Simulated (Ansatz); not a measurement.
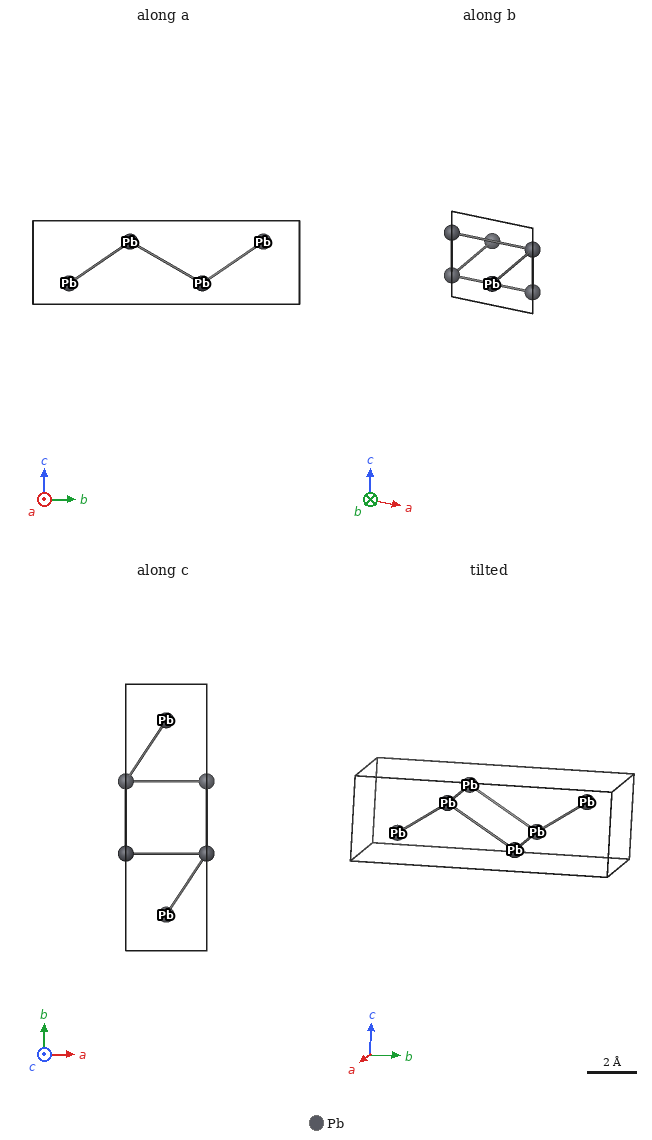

View along the a axis, along the b axis, along the c axis and slightly off an axis, drawn as a ball-and-stick model. Thin lines show the conventional unit cell, with boundary atoms drawn in all their periodic places.

Lattice parameters: a = 3.4291 Å, b = 11.0765 Å, c = 3.5472 Å, α = 90.000°, β = 101.827°, γ = 90.000°.

Q: Transcribe the picture into a CIF in P1 with every atom of the cell, with free fractional coordinates to two decimals.

A:
```cif
data_structure
_symmetry_space_group_name_H-M 'P 1'
_symmetry_Int_Tables_number 1
_cell_length_a 3.4291
_cell_length_b 11.0765
_cell_length_c 3.5472
_cell_angle_alpha 90.000
_cell_angle_beta 101.827
_cell_angle_gamma 90.000
_cell_volume 131.87
loop_
_atom_site_label
_atom_site_type_symbol
_atom_site_fract_x
_atom_site_fract_y
_atom_site_fract_z
_atom_site_occupancy
Pb1 Pb 0.00 0.36 0.75 1
Pb2 Pb 0.50 0.14 0.25 1
Pb3 Pb 0.50 0.86 0.75 1
Pb4 Pb 0.00 0.64 0.25 1
```

The structure comes from a structure type filled with this element by a generator (whether the element takes this form wasn't checked). Earlier steps of the study may have refined or changed the cell and positions. It was the input of a calculation with Ansatz.
